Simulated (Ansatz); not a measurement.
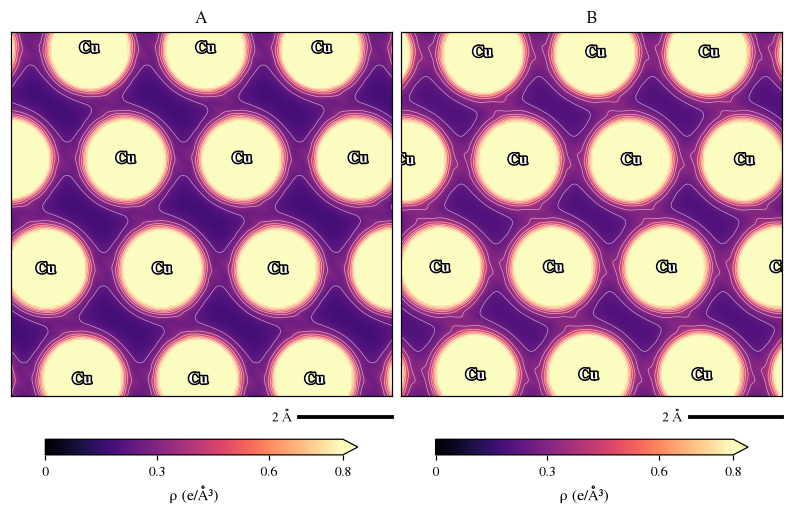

Cu. The valence charge density (pseudo) of two cells that differ in size, on the (100) plane of each (indices in the axes of the calculation cell), at one length scale and on one colour scale: A has 12.1 Å³ an atom and B 11.2.

Method: Kohn-Sham DFT of a periodic cell, PBE0, Ansatz PAW in Ansatz.

The density is the valence pseudo-density of a PAW calculation; it isn't the true density close to the nuclei.

**What does the compression do to the bonding and the properties?**

From the larger cell to the smaller, Cu–Cu goes from 2.51 to 2.44 Å, and the density at its midpoint from 0.26 to 0.3 e/Å³; the pressure goes from −1.2 to 11 GPa.
